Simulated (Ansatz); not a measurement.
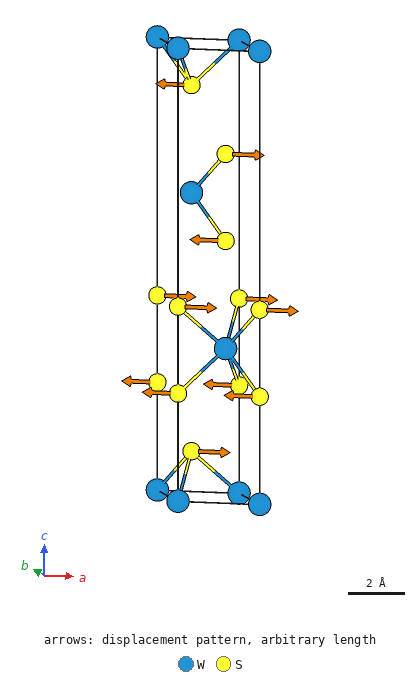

The lowest optical mode of a crystal of WS₂ relaxed at 18 GPa, space group R3m (No. 160), at the zone centre. The orange arrows are the displacements of the atoms (eigenvector over the root of the mass), of arbitrary overall length and sign. A ball-and-stick model of the conventional cell (3 times the calculation's cell), seen slightly off an axis. Lengths and directions refer to the drawn axes.

Method: DFT PBEsol, scalar-relativistic, plane waves, PAW (Ansatz). (plane-wave cutoff 420 eV; k-point mesh 12 × 12 × 12; occupations gaussian; smearing width 0.01 eV; target pressure 18 GPa; no spin polarisation)

Frequencies are those without the non-analytic (LO–TO) term.

> Is this crystal at a minimum with respect to the drawn distortion?

Yes: this softest mode has a real frequency, and so have all others here. That speaks for this wave vector alone: the rest of the zone wasn't checked in this run. This is the E mode (doubly degenerate; one member of the set is drawn) at 40.7 meV, the lowest optical level, infrared- and Raman-active by symmetry. The W atoms hardly move; all motion is along a.

Limits of the set-up: layers or molecules are held without a dispersion correction, so their spacing is unreliable.
